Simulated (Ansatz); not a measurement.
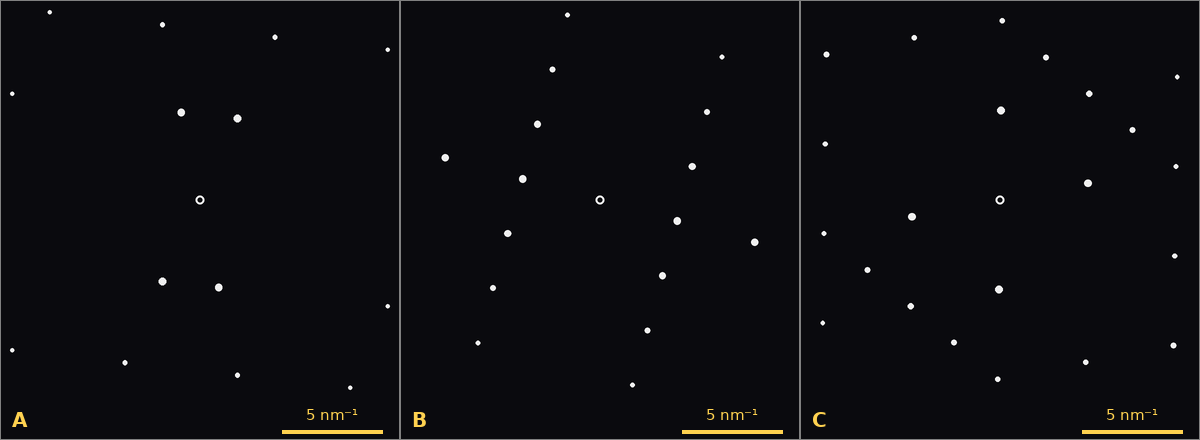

The patterns are kinematic simulations for 300 kV electrons (no multiple scattering; isotropic B = 0.5 Å²).

All three come from Mo, space group Pm-3n (No. 223), a = 4.99 Å. Structure: the geometry relaxed with DFT, PBEsol, plane waves (420 eV) with PAW, scalar-relativistic (Ansatz); the starting structure was generated, so it need not be a known form of this composition.

Assign the zone axes [110], [211], [221] to A, B and C.

Answer. A is [221]: centred rectangular net of 1 -1 0 (itself too weak to see) at d = 3.53 Å and 1 0 -2 at d = 2.23 Å, at 71.6°. B is [110]: rectangular net of 1 -1 0 (itself too weak to see) at d = 3.53 Å and 0 0 2 at d = 2.50 Å, at 90.0°. C is [211]: rectangular net of 0 1 -1 (itself too weak to see) at d = 3.53 Å and -1 1 1 (itself extinct) at d = 2.88 Å, at 90.0°.
